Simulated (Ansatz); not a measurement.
Ir

```yaml
crystal:
  lattice:
    - [3.83120, 0.00000, 0.00000]
    - [0.00000, 3.83120, 0.00000]
    - [0.00000, 0.00000, 3.83120]
  atoms:
    - { symbol: Ir, position: [0.00000, 0.00000, 0.00000] }
    - { symbol: Ir, position: [0.50000, 0.50000, 0.00000] }
    - { symbol: Ir, position: [0.50000, 0.00000, 0.50000] }
    - { symbol: Ir, position: [0.00000, 0.50000, 0.50000] }
```

Space group Fm-3m; computed pressure about −8 GPa in this cell.

These are results of Kohn-Sham DFT of a periodic cell, BPBE with D4, spin-orbit coupling, Ansatz PAW (Ansatz 0.2.0), not measurements.

### What will maps of the valence pseudo-density and electron localisation function show?

Ir–Ir (2.71 Å): ρ at the midpoint is about 0.45 e/Å³; the ELF is about 0.35 at the midpoint.

### Does the calculation give a band gap?

It is gapless in this calculation (a metal or semimetal).

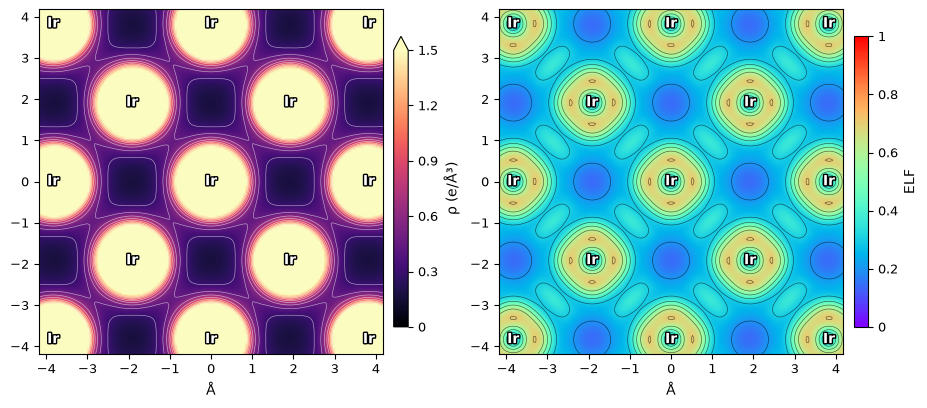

Computed valence pseudo-density and electron localisation function on the (100) plane of the conventional cell, in this order. 

The density is the valence pseudo-density of a PAW calculation; it isn't the true density close to the nuclei.
